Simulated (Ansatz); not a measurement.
Run report: Ir16O, geometry relaxation (part 1 of 3)

The run: geometry relaxation of Ir16O (slab, 17 atoms in the cell). Method and program: DFT PBE+D3(BJ), scalar-relativistic, plane waves, PAW, no spin polarisation (Ansatz 0.2.0).

The structure derives from an entry of the Crystallography Open Database. The input holds or restrains some coordinates. Forces given for the steps count only the free coordinates. Figures and captions count atoms from 1; the log counts them from 0 in places.

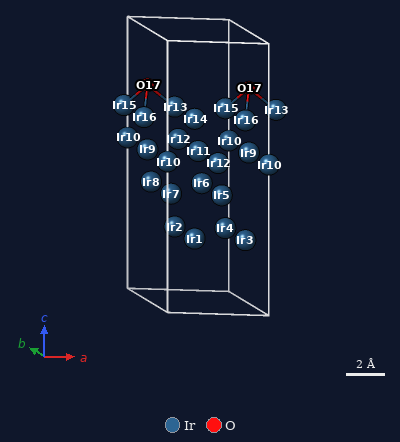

Figure 1. The starting structure (ball-and-stick view of the cell of the calculation, with the vacuum cut short, seen slightly off an axis; atoms are numbered from 1 in the order of the input). An atom can appear more than once, as a periodic image.

**Input**
```yaml
crystal:
  lattice:
    - [5.4313533143, 0.0, 0.0]
    - [-2.7156766571, 4.7036899471, 0.0]
    - [0.0, 0.0, 25.6520221164]
  atoms:
    - { symbol: Ir, position: [0.3333333333, 0.1666666667, 0.331357893] }
    - { symbol: Ir, position: [0.3333333333, 0.6666666667, 0.331357893] }
    - { symbol: Ir, position: [0.8333333333, 0.1666666667, 0.331357893] }
    - { symbol: Ir, position: [0.8333333333, 0.6666666667, 0.331357893] }
    - { symbol: Ir, position: [0.6666666667, 0.3333333333, 0.41779711] }
    - { symbol: Ir, position: [0.6666666667, 0.8333333333, 0.41779711] }
    - { symbol: Ir, position: [0.1666666667, 0.3333333333, 0.41779711] }
    - { symbol: Ir, position: [0.1666666667, 0.8333333333, 0.41779711] }
    - { symbol: Ir, position: [0.0, 0.5, 0.5030025083] }
    - { symbol: Ir, position: [0.0, 0.0, 0.5030025083] }
    - { symbol: Ir, position: [0.5, 0.5, 0.5030025083] }
    - { symbol: Ir, position: [0.5, 0.0, 0.5030025083] }
    - { symbol: Ir, position: [0.3333333333, 0.6666666667, 0.5883005966] }
    - { symbol: Ir, position: [0.3333333333, 0.1666666667, 0.5883005966] }
    - { symbol: Ir, position: [0.8333333333, 0.6666666667, 0.5883005966] }
    - { symbol: Ir, position: [0.8333333333, 0.1666666667, 0.5883005966] }
    - { symbol: O, position: [0.0, 0.5, 0.6413178595] }
basis:
  ecutwfc: 420
kpoints:
  mp_grid: { grid: [6, 6, 1] }
hamiltonian:
  xc: pbe
  dispersion: d3bj
scf:
  occupations: { method: gaussian, width: 0.1 }
output:
  forces: true
  eigenvalues: true
  write_density: true
  write_potential: true
  elf: true
  volumetric_format: npy
relax:
  adjacent_minimum: "off"
  f_tol: 0.03
  max_steps: 70
  constraints: [{ sites: [0, 1, 2, 3, 4, 5, 6, 7] }]
efield:
  axis: 3
  dipole_correction: true
```

Launched with:
```bash
ansatz run input.yaml --threads 4 --pin off --max-ram 10240MiB --backend cpu --events-out ev --progress --plain --runs-dir out
```

**Output**
```
Engine: ansatz 0.2.0, x86_64-unknown-linux-gnu
Pseudopotentials: kind: paw
Pseudopotential: Ir, paw, valence charge 17, recommended cutoff 420 eV (normal), Ir.paw.azcp
Pseudopotential: O, paw, valence charge 6, recommended cutoff 420 eV (normal), O.paw.azcp
Functional definition: PBE
  parameter kappa = 0.804
  parameter beta = 0.06672455060314922
  exchange = pbe_x(kappa = kappa, mu = beta*pi^2/3)
  correlation = pbe_c(beta = beta)
Crystal: 17 atoms, lattice volume = 655.343 Å³
Basis set: ecut = 420 eV, 12763 PW (Γ), exchange–correlation on 80×80×360 points (8 copies of the dense FFT grid, shifted against one another)
Bands: 167, of which v1, the nominal top of the filled ones, is band 139 counted from 1 (138 counted from 0)
Symmetry: 6 space group operations
Space group: P3m1 (ITA 156), of the structure as read, at distance tolerance 8.7e-5 Å
k-points: 7 of 36 (time reversal used)
Non-local potential: Ir, projectors of the file, l = 0: 3, l = 1: 2, l = 2: 2, l = 3: 1
Non-local potential: O, projectors of the file, l = 0: 2, l = 1: 2, l = 2: 1
PAW form: soft (Blöchl's): semilocal exchange-correlation on the pseudo side does not see the compensation charge
PAW one-centre angular grid: Ir, 590 points (default); XC on 64 Gauss nodes
PAW one-centre angular grid: O, 110 points (default); XC on 64 Gauss nodes
Initial density: superposition of atomic densities (neutral atoms: chi_scale 0, normalization atom), corrected by the library's trained network
Initial wavefunctions: pseudopotential atomic-orbital guess
Functional: x = pbe(κ = 0.804, μ = 0.2195149727645171), c = pbe(β = 0.06672455060314922)
SCF iter   1: F=—  HF=-191532.977428 eV  |F-HF|=—  |Δ(HF+E_count)|=         —  Δρ=7.12e-3  dr2=1.37e0  ethr=1.77e-3  p=-0.047 e·Å  D=-1.30e-2 V/Å  ΔV_dip=0.33 eV  dr2_dipole=1.03e-1  V_vac-E_F(+/−)=5.52/5.19 eV  ⟨swp⟩=8.0  Hψ=5324  notcnv=0  defer=13
efield: sawtooth ramp at fractional position 0.9363 (placed from the atoms, in the widest stretch of the axis that holds none; the zero of the levels goes with the place), width 0.1000; the density the first Hamiltonian is built on has a dipole p = -0.047 e·Å; the dipole correction subtracts the counter field D = -1.30e-2 V/Å, which shifts the + side's vacuum level by +0.33 eV against the − side's; the planar-averaged density in the ramp window peaks in size at 2.7e-5 e/Å³
preconditioner: auto → LDOS  [metal: Δε(μ)=0.011 eV  Ē_g=6.500 eV  σ=0.100 eV  W_gap=0.06  n_scr=126 (ndim 8)  ℏωp=17.8 eV  f_vac=0.592  D(μ)=19.52/eV (n_scr^D=114)  β→1.0]
SCF iter   2: F=—  HF=-191532.964779 eV  |F-HF|=—  |Δ(HF+E_count)|=   1.26e-2  Δρ=3.13e-3  dr2=8.87e-2  ethr=4.93e-4  p=-0.040 e·Å  D=-1.12e-2 V/Å  ΔV_dip=0.29 eV  dr2_dipole=8.94e-4  V_vac-E_F(+/−)=5.76/5.48 eV  ⟨swp⟩=1.7  Hψ=1634  notcnv=0  defer=59
SCF iter   3: F=—  HF=-191532.952135 eV  |F-HF|=—  |Δ(HF+E_count)|=   1.26e-2  Δρ=1.37e-3  dr2=3.77e-2  ethr=3.19e-5  p=-0.034 e·Å  D=-9.29e-3 V/Å  ΔV_dip=0.24 eV  dr2_dipole=5.32e-4  V_vac-E_F(+/−)=5.72/5.49 eV  ⟨swp⟩=2.9  Hψ=1940  notcnv=0  defer=59
SCF iter   4: F=—  HF=-191532.949010 eV  |F-HF|=—  |Δ(HF+E_count)|=   3.12e-3  Δρ=4.58e-4  dr2=4.90e-3  ethr=1.36e-5  p=-0.035 e·Å  D=-9.55e-3 V/Å  ΔV_dip=0.25 eV  dr2_dipole=1.06e-5  V_vac-E_F(+/−)=5.73/5.49 eV  ⟨swp⟩=2.0  Hψ=1537  notcnv=0  defer=59
SCF iter   5: F=—  HF=-191532.949391 eV  |F-HF|=—  |Δ(HF+E_count)|=   3.81e-4  Δρ=1.60e-4  dr2=4.50e-4  ethr=1.76e-6  p=-0.034 e·Å  D=-9.46e-3 V/Å  ΔV_dip=0.24 eV  dr2_dipole=1.65e-5  V_vac-E_F(+/−)=5.74/5.49 eV  ⟨swp⟩=2.3  Hψ=1661  notcnv=0  defer=50
SCF iter   6: F=—  HF=-191532.949422 eV  |F-HF|=—  |Δ(HF+E_count)|=   3.12e-5  Δρ=6.92e-5  dr2=7.51e-5  ethr=1.62e-7  p=-0.034 e·Å  D=-9.35e-3 V/Å  ΔV_dip=0.24 eV  dr2_dipole=1.90e-6  V_vac-E_F(+/−)=5.74/5.50 eV  ⟨swp⟩=2.0  Hψ=1537  notcnv=0  defer=50
SCF iter   7: F=-191532.949427 eV  HF=-191532.949429 eV  |F-HF|=2.21e-6  |Δ(HF+E_count)|=   6.38e-6  Δρ=2.39e-5  dr2=7.08e-6  ethr=8.09e-9  p=-0.034 e·Å  D=-9.35e-3 V/Å  ΔV_dip=0.24 eV  dr2_dipole=2.66e-8  V_vac-E_F(+/−)=5.73/5.49 eV  ⟨swp⟩=24.6  Hψ=12235  notcnv=0
SCF 1 converged in 7 iterations: F = -191532.949427 eV  dr2 = 7.08e-6
  greatest PAW one-centre occupation: 1.000 electrons in one spin orbital (limit 2), on the Ir atom at site 11 (counted from 0), in its partial waves of l = 0
relax step   1: F+E_penalty+E_count = -191532.94942661 eV  Δ(F+E_penalty+E_count) = +0.000e0 eV  max|allowed force component| = 1.024e0 eV/Å  Δτ_max = 0.0000 Å  (7 SCF iters, dr2 threshold 2.25e-5 eV, accepted)
Initial density: handed on by an earlier stage of this run
Initial wavefunctions: those handed on with the density
iter 1 solved again at ethr=1.95e-4 eV; its pass at ethr=3.10e-3 eV (dr2=5.42e-1 eV) is discarded
SCF iter   1: F=—  HF=-191533.040758 eV  |F-HF|=—  |Δ(HF+E_count)|=         —  Δρ=8.02e-3  dr2=6.16e-1  ethr=1.95e-4  p=-0.034 e·Å  D=-9.35e-3 V/Å  ΔV_dip=0.24 eV  dr2_dipole=1.34e-1  V_vac-E_F(+/−)=5.75/5.51 eV  ⟨swp⟩=2.0  Hψ=4175  notcnv=0  defer=98
efield: sawtooth ramp at fractional position 0.9363 (handed on by an earlier solve), width 0.1000; the density the first Hamiltonian is built on has a dipole p = -0.034 e·Å; the dipole correction subtracts the counter field D = -9.35e-3 V/Å, which shifts the + side's vacuum level by +0.24 eV against the − side's; the planar-averaged density in the ramp window peaks in size at 1.1e-6 e/Å³
eigensolver tolerance schedule calibrated: the retry pair's looser diagonalisation under-reported the residual by θ = 0.12 (0.10/decade); ethr = c·dr2/N_el runs at the constant in force after the calibration composes with the one it found (an armed cap, an earlier calibration), c = 1.0e-1
preconditioner: auto → LDOS  [metal: Δε(μ)=0.035 eV  Ē_g=6.451 eV  σ=0.100 eV  W_gap=0.19  n_scr=126 (ndim 8)  ℏωp=17.8 eV  f_vac=0.589  D(μ)=18.10/eV (n_scr^D=108)  β→1.0]
SCF iter   2: F=—  HF=-191533.018315 eV  |F-HF|=—  |Δ(HF+E_count)|=   2.24e-2  Δρ=2.92e-3  dr2=1.07e-1  ethr=1.95e-4  p=-0.048 e·Å  D=-1.33e-2 V/Å  ΔV_dip=0.34 eV  dr2_dipole=1.93e-3  V_vac-E_F(+/−)=5.81/5.47 eV  ⟨swp⟩=2.0  Hψ=1665  notcnv=0  defer=98
SCF iter   3: F=—  HF=-191533.012102 eV  |F-HF|=—  |Δ(HF+E_count)|=   6.21e-3  Δρ=1.81e-3  dr2=5.83e-2  ethr=3.86e-5  p=-0.031 e·Å  D=-8.45e-3 V/Å  ΔV_dip=0.22 eV  dr2_dipole=1.22e-3  V_vac-E_F(+/−)=5.71/5.49 eV  ⟨swp⟩=2.3  Hψ=1947  notcnv=0  defer=98
SCF iter   4: F=—  HF=-191533.000319 eV  |F-HF|=—  |Δ(HF+E_count)|=   1.18e-2  Δρ=7.23e-4  dr2=4.63e-3  ethr=2.10e-5  p=-0.034 e·Å  D=-9.31e-3 V/Å  ΔV_dip=0.24 eV  dr2_dipole=4.78e-4  V_vac-E_F(+/−)=5.73/5.49 eV  ⟨swp⟩=2.1  Hψ=1714  notcnv=0  defer=100
SCF iter   5: F=—  HF=-191532.999342 eV  |F-HF|=—  |Δ(HF+E_count)|=   9.77e-4  Δρ=2.68e-4  dr2=1.31e-3  ethr=1.66e-6  p=-0.035 e·Å  D=-9.74e-3 V/Å  ΔV_dip=0.25 eV  dr2_dipole=1.31e-4  V_vac-E_F(+/−)=5.73/5.48 eV  ⟨swp⟩=2.3  Hψ=1993  notcnv=0  defer=100
SCF iter   6: F=—  HF=-191532.999189 eV  |F-HF|=—  |Δ(HF+E_count)|=   1.53e-4  Δρ=8.28e-5  dr2=8.97e-5  ethr=4.69e-7  p=-0.035 e·Å  D=-9.73e-3 V/Å  ΔV_dip=0.25 eV  dr2_dipole=6.15e-6  V_vac-E_F(+/−)=5.73/5.49 eV  ⟨swp⟩=2.0  Hψ=1570  notcnv=0  defer=100
SCF iter   7: F=-191532.999196 eV  HF=-191532.999197 eV  |F-HF|=6.18e-7  |Δ(HF+E_count)|=   7.99e-6  Δρ=2.81e-5  dr2=6.85e-6  ethr=2.36e-8  p=-0.035 e·Å  D=-9.78e-3 V/Å  ΔV_dip=0.25 eV  dr2_dipole=1.31e-9  V_vac-E_F(+/−)=5.74/5.48 eV  ⟨swp⟩=24.1  Hψ=13772  notcnv=0
SCF 2 converged in 7 iterations: F = -191532.999196 eV  dr2 = 6.85e-6
  greatest PAW one-centre occupation: 1.000 electrons in one spin orbital (limit 2), on the Ir atom at site 6 (counted from 0), in its partial waves of l = 0
relax step   2: F+E_penalty+E_count = -191532.99919598 eV  Δ(F+E_penalty+E_count) = -4.977e-2 eV  max|allowed force component| = 6.054e-1 eV/Å  Δτ_max = 0.1183 Å  (7 SCF iters, dr2 threshold 6.56e-5 eV, accepted)
SCF iter   1: F=—  HF=-191533.070547 eV  |F-HF|=—  |Δ(HF+E_count)|=         —  Δρ=4.92e-3  dr2=3.22e-1  ethr=7.02e-4  p=-0.035 e·Å  D=-9.78e-3 V/Å  ΔV_dip=0.25 eV  dr2_dipole=9.76e-2  V_vac-E_F(+/−)=5.72/5.47 eV  ⟨swp⟩=3.3  Hψ=2122  notcnv=0  defer=104
efield: sawtooth ramp at fractional position 0.9363 (handed on by an earlier solve), width 0.1000; the density the first Hamiltonian is built on has a dipole p = -0.035 e·Å; the dipole correction subtracts the counter field D = -9.78e-3 V/Å, which shifts the + side's vacuum level by +0.25 eV against the − side's; the planar-averaged density in the ramp window peaks in size at 1.9e-6 e/Å³
preconditioner: auto → LDOS  [metal: Δε(μ)=0.026 eV  Ē_g=6.515 eV  σ=0.100 eV  W_gap=0.15  n_scr=126 (ndim 8)  ℏωp=17.8 eV  f_vac=0.591  D(μ)=18.69/eV (n_scr^D=108)  β→1.0]
SCF iter   2: F=—  HF=-191533.055118 eV  |F-HF|=—  |Δ(HF+E_count)|=   1.54e-2  Δρ=1.54e-3  dr2=2.11e-2  ethr=1.16e-4  p=-0.018 e·Å  D=-5.10e-3 V/Å  ΔV_dip=0.13 eV  dr2_dipole=5.54e-4  V_vac-E_F(+/−)=5.62/5.49 eV  ⟨swp⟩=2.0  Hψ=1910  notcnv=0  defer=105
SCF iter   3: F=—  HF=-191533.056133 eV  |F-HF|=—  |Δ(HF+E_count)|=   1.02e-3  Δρ=9.53e-4  dr2=1.39e-2  ethr=7.59e-6  p=-0.029 e·Å  D=-8.01e-3 V/Å  ΔV_dip=0.21 eV  dr2_dipole=7.64e-4  V_vac-E_F(+/−)=5.68/5.48 eV  ⟨swp⟩=3.0  Hψ=2154  notcnv=0  defer=105
SCF iter   4: F=—  HF=-191533.052887 eV  |F-HF|=—  |Δ(HF+E_count)|=   3.25e-3  Δρ=2.51e-4  dr2=1.46e-3  ethr=5.00e-6  p=-0.025 e·Å  D=-6.86e-3 V/Å  ΔV_dip=0.18 eV  dr2_dipole=1.44e-4  V_vac-E_F(+/−)=5.66/5.48 eV  ⟨swp⟩=2.4  Hψ=1861  notcnv=0  defer=105
SCF iter   5: F=—  HF=-191533.052755 eV  |F-HF|=—  |Δ(HF+E_count)|=   1.32e-4  Δρ=8.64e-5  dr2=9.00e-5  ethr=5.26e-7  p=-0.025 e·Å  D=-7.00e-3 V/Å  ΔV_dip=0.18 eV  dr2_dipole=6.80e-6  V_vac-E_F(+/−)=5.66/5.48 eV  ⟨swp⟩=2.6  Hψ=1780  notcnv=0  defer=105
SCF iter   6: F=-191533.052764 eV  HF=-191533.052769 eV  |F-HF|=5.14e-6  |Δ(HF+E_count)|=   1.42e-5  Δρ=4.17e-5  dr2=1.63e-5  ethr=8.24e-9  p=-0.025 e·Å  D=-6.99e-3 V/Å  ΔV_dip=0.18 eV  dr2_dipole=9.95e-8  V_vac-E_F(+/−)=5.66/5.48 eV  ⟨swp⟩=24.1  Hψ=13847  notcnv=0
SCF 3 converged in 6 iterations: F = -191533.052764 eV  dr2 = 1.63e-5
relax step   3: F+E_penalty+E_count = -191533.05276422 eV  Δ(F+E_penalty+E_count) = -5.357e-2 eV  max|allowed force component| = 1.763e-1 eV/Å  Δτ_max = 0.0798 Å  (6 SCF iters, dr2 threshold 2.29e-5 eV, accepted)
SCF iter   1: F=—  HF=-191533.070274 eV  |F-HF|=—  |Δ(HF+E_count)|=         —  Δρ=2.40e-3  dr2=5.09e-2  ethr=1.85e-4  p=-0.025 e·Å  D=-6.99e-3 V/Å  ΔV_dip=0.18 eV  dr2_dipole=1.13e-2  V_vac-E_F(+/−)=5.65/5.48 eV  ⟨swp⟩=2.1  Hψ=2023  notcnv=0  defer=96
efield: sawtooth ramp at fractional position 0.9363 (handed on by an earlier solve), width 0.1000; the density the first Hamiltonian is built on has a dipole p = -0.025 e·Å; the dipole correction subtracts the counter field D = -6.99e-3 V/Å, which shifts the + side's vacuum level by +0.18 eV against the − side's; the planar-averaged density in the ramp window peaks in size at 1.8e-6 e/Å³
preconditioner: auto → LDOS  [metal: Δε(μ)=0.031 eV  Ē_g=6.513 eV  σ=0.100 eV  W_gap=0.17  n_scr=126 (ndim 8)  ℏωp=17.8 eV  f_vac=0.591  D(μ)=18.28/eV (n_scr^D=108)  β→1.0]
SCF iter   2: F=—  HF=-191533.068622 eV  |F-HF|=—  |Δ(HF+E_count)|=   1.65e-3  Δρ=1.25e-3  dr2=1.85e-2  ethr=1.83e-5  p=-0.017 e·Å  D=-4.64e-3 V/Å  ΔV_dip=0.12 eV  dr2_dipole=8.08e-4  V_vac-E_F(+/−)=5.59/5.47 eV  ⟨swp⟩=3.0  Hψ=2150  notcnv=0  defer=99
SCF iter   3: F=—  HF=-191533.065291 eV  |F-HF|=—  |Δ(HF+E_count)|=   3.33e-3  Δρ=5.08e-4  dr2=5.46e-3  ethr=6.65e-6  p=-0.017 e·Å  D=-4.65e-3 V/Å  ΔV_dip=0.12 eV  dr2_dipole=4.51e-4  V_vac-E_F(+/−)=5.59/5.47 eV  ⟨swp⟩=2.7  Hψ=2202  notcnv=0  defer=99
SCF iter   4: F=—  HF=-191533.064397 eV  |F-HF|=—  |Δ(HF+E_count)|=   8.94e-4  Δρ=2.08e-4  dr2=7.91e-4  ethr=1.97e-6  p=-0.017 e·Å  D=-4.74e-3 V/Å  ΔV_dip=0.12 eV  dr2_dipole=1.40e-4  V_vac-E_F(+/−)=5.60/5.48 eV  ⟨swp⟩=2.4  Hψ=1629  notcnv=0  defer=99
SCF iter   5: F=—  HF=-191533.065070 eV  |F-HF|=—  |Δ(HF+E_count)|=   6.74e-4  Δρ=6.96e-5  dr2=8.78e-5  ethr=2.85e-7  p=-0.017 e·Å  D=-4.61e-3 V/Å  ΔV_dip=0.12 eV  dr2_dipole=5.37e-6  V_vac-E_F(+/−)=5.59/5.47 eV  ⟨swp⟩=2.1  Hψ=1647  notcnv=0  defer=99
SCF iter   6: F=—  HF=-191533.065067 eV  |F-HF|=—  |Δ(HF+E_count)|=   3.54e-6  Δρ=3.18e-5  dr2=6.85e-6  ethr=3.16e-8  p=-0.017 e·Å  D=-4.58e-3 V/Å  ΔV_dip=0.12 eV  dr2_dipole=6.60e-9  V_vac-E_F(+/−)=5.59/5.48 eV  ⟨swp⟩=3.0  Hψ=2032  notcnv=0  defer=99
SCF iter   7: F=-191533.065072 eV  HF=-191533.065072 eV  |F-HF|=4.72e-7  |Δ(HF+E_count)|=   5.27e-6  Δρ=1.04e-5  dr2=1.35e-6  ethr=9.47e-10  p=-0.017 e·Å  D=-4.58e-3 V/Å  ΔV_dip=0.12 eV  dr2_dipole=6.96e-8  V_vac-E_F(+/−)=5.59/5.48 eV  ⟨swp⟩=21.7  Hψ=11331  notcnv=0
SCF 4 converged in 7 iterations: F = -191533.065072 eV  dr2 = 1.35e-6
  greatest PAW one-centre occupation: 1.000 electrons in one spin orbital (limit 2), on the Ir atom at site 7 (counted from 0), in its partial waves of l = 0
relax step   4: F+E_penalty+E_count = -191533.06507227 eV  Δ(F+E_penalty+E_count) = -1.231e-2 eV  max|allowed force component| = 7.410e-2 eV/Å  Δτ_max = 0.0369 Å  (7 SCF iters, dr2 threshold 2.63e-6 eV, accepted)
```
